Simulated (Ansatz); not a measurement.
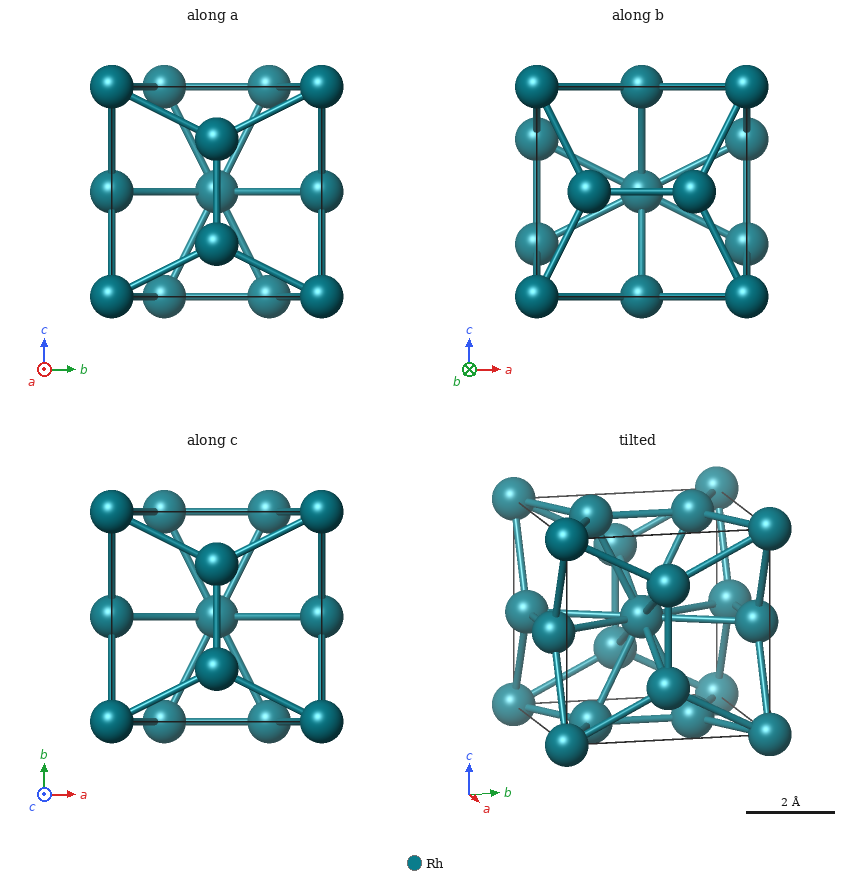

We look at a ball-and-stick model of the crystal along the a axis, along the b axis, along the c axis and slightly off an axis. One conventional unit cell is outlined, and atoms on its boundary appear in each equivalent place.

Lattice parameters: a = 4.8199 Å, b = 4.8199 Å, c = 4.8199 Å, α = 90.000°, β = 90.000°, γ = 90.000°.

Express the structure as a CIF with its space group and independent sites.

```cif
data_structure
_symmetry_space_group_name_H-M 'P m -3 n'
_symmetry_Int_Tables_number 223
_cell_length_a 4.8199
_cell_length_b 4.8199
_cell_length_c 4.8199
_cell_angle_alpha 90.000
_cell_angle_beta 90.000
_cell_angle_gamma 90.000
_cell_volume 111.97
loop_
_atom_site_label
_atom_site_type_symbol
_atom_site_symmetry_multiplicity
_atom_site_Wyckoff_symbol
_atom_site_fract_x
_atom_site_fract_y
_atom_site_fract_z
_atom_site_occupancy
Rh1 Rh 2 a 0.0000 0.0000 0.0000 1
Rh2 Rh 6 c 0.2500 0.0000 0.5000 1
```

Origin of the cell: a structure type filled with this element by a generator (whether the element takes this form wasn't checked). Earlier steps of the study may have refined or changed the cell and positions. It went into a calculation with Ansatz.
